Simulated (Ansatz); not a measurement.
System: Pt (slab).

```yaml
crystal:
  lattice:
    - [16.84377, 0.00000, 0.00000]
    - [-1.40365, 2.43119, 0.00000]
    - [0.00000, 0.00000, 21.16859]
  atoms:
    - { symbol: Pt, position: [0.00000, 0.00000, 0.07086] }
    - { symbol: Pt, position: [0.05556, 0.66667, 0.17914] }
    - { symbol: Pt, position: [0.10452, 0.31355, 0.28541] }
    - { symbol: Pt, position: [0.16667, 0.00000, 0.07086] }
    - { symbol: Pt, position: [0.22222, 0.66667, 0.17914] }
    - { symbol: Pt, position: [0.27689, 0.33066, 0.28520] }
    - { symbol: Pt, position: [0.33333, 0.00000, 0.07086] }
    - { symbol: Pt, position: [0.38889, 0.66667, 0.17914] }
    - { symbol: Pt, position: [0.44828, 0.34484, 0.28598] }
    - { symbol: Pt, position: [0.50000, 0.00000, 0.07086] }
    - { symbol: Pt, position: [0.55556, 0.66667, 0.17914] }
    - { symbol: Pt, position: [0.61134, 0.33401, 0.28808] }
    - { symbol: Pt, position: [0.66667, 0.00000, 0.07086] }
    - { symbol: Pt, position: [0.72222, 0.66667, 0.17914] }
    - { symbol: Pt, position: [0.77600, 0.32800, 0.28636] }
    - { symbol: Pt, position: [0.83333, 0.00000, 0.07086] }
    - { symbol: Pt, position: [0.88889, 0.66667, 0.17914] }
    - { symbol: Pt, position: [0.94019, 0.32058, 0.28919] }
    - { symbol: Pt, position: [0.98377, 0.95132, 0.40030] }
    - { symbol: Pt, position: [0.16520, 0.99559, 0.38740] }
    - { symbol: Pt, position: [0.33751, 0.01253, 0.38846] }
    - { symbol: Pt, position: [0.50637, 0.01910, 0.40094] }
    - { symbol: Pt, position: [0.66525, 0.99575, 0.39792] }
    - { symbol: Pt, position: [0.82323, 0.96968, 0.39782] }
    - { symbol: Pt, position: [0.06954, 0.70863, 0.49367] }
    - { symbol: Pt, position: [0.22666, 0.67999, 0.50010] }
    - { symbol: Pt, position: [0.38364, 0.65093, 0.49468] }
```

Theory: DFT PBE, scalar-relativistic, plane waves, PAW in Ansatz.

> Predict the valence pseudo-density and electron localisation function between the atoms.

Pt–Pt (2.81 Å): ρ is about 0.36 e/Å³ halfway; the ELF is about 0.30 at the midpoint: no localised pair shows between them.

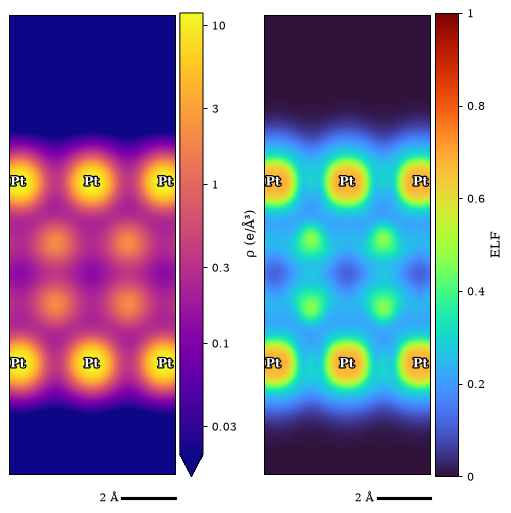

Computed valence pseudo-density and electron localisation function on the (100) plane of the calculation cell, a cut from vacuum to vacuum, in this order. Atoms just off the plane (Pt, 0.8 Å away) can leave unmarked features too.

In a PAW calculation such maps are meaningful between the atoms, not at the nuclei.
